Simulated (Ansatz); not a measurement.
**Bi2Te3 (slab): density, localisation and related maps**

```xyz
5
Lattice="4.3535 0.0000 0.0000 -2.1767 3.7702 0.0000 0.0000 0.0000 41.0187" Properties=species:S:1:pos:R:3 pbc="T T T"
Te    0.0000    0.0000   16.7245
Bi    0.0000    2.5135   18.4629
Te    2.1768    1.2567   20.5093
Bi    0.0000    0.0000   22.5558
Te    0.0000    2.5135   24.2941
```

Built by placing these elements on a known structure type.

All numbers below come from Ansatz, DFT PBE+D3(BJ), spin-orbit coupling, plane waves, PAW.

The density is the valence pseudo-density of a PAW calculation; it isn't the true density close to the nuclei.

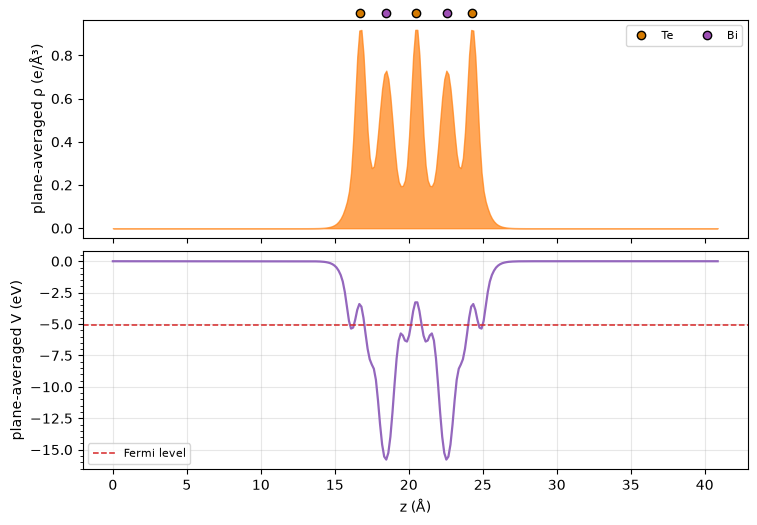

Figure 1. Plane average of the electrostatic potential energy of an electron and of the valence charge density (pseudo) across the slab. Circles mark the heights of the atoms.

> How far above the Fermi level of the calculation is the vacuum level?

5.1 eV. The slab has a gap, so the Fermi level lies inside it and this isn't a work function in the metallic sense.

> How thick is the slab, and how wide the vacuum?

The outermost nuclei are 7.6 Å apart, in 5 atomic planes; the vacuum between periodic images is 33.4 Å wide.

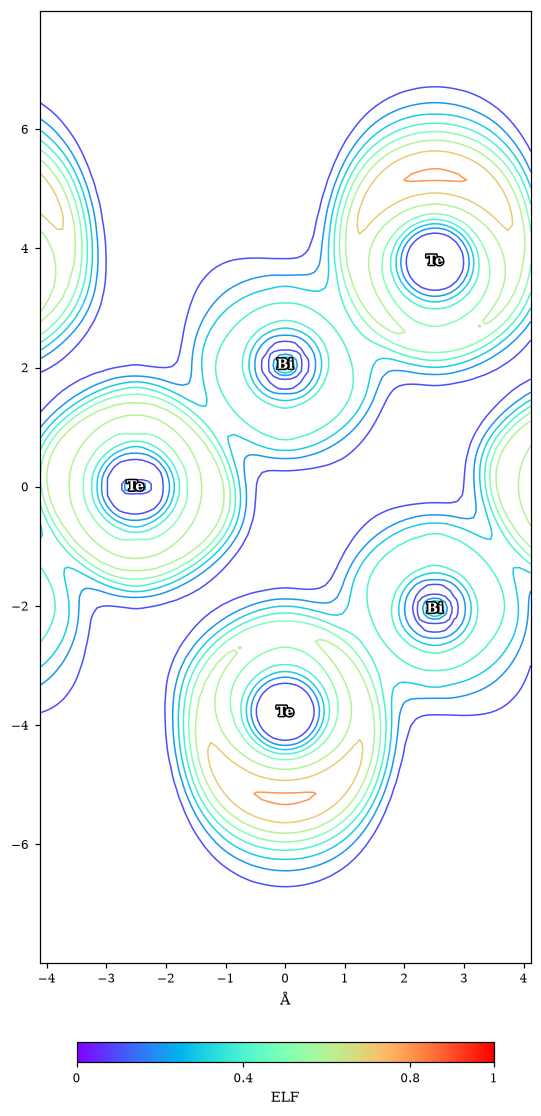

Figure 2. ELF on the (110) plane of the calculation cell, a cut from vacuum to vacuum.

> Interpret the plot.

- The section cuts through Te and Bi sites.
- Bi–Te (3.06 Å): the ELF peaks at about 0.65 in the valence shell of Te, 1.3 Å from its nucleus, and drops to about 0.35 between the two atoms.
- Bi–Te (3.24 Å): the ELF peaks at about 0.65 in the valence shell of Te, 1.3 Å from its nucleus, and drops to about 0.30 between the two atoms.
- The ELF also peaks beside Te, away from the bonds: lone-pair regions.
- The features right at Bi lie inside the PAW spheres, where the map follows smoothed inner orbitals and isn't to be read closely.
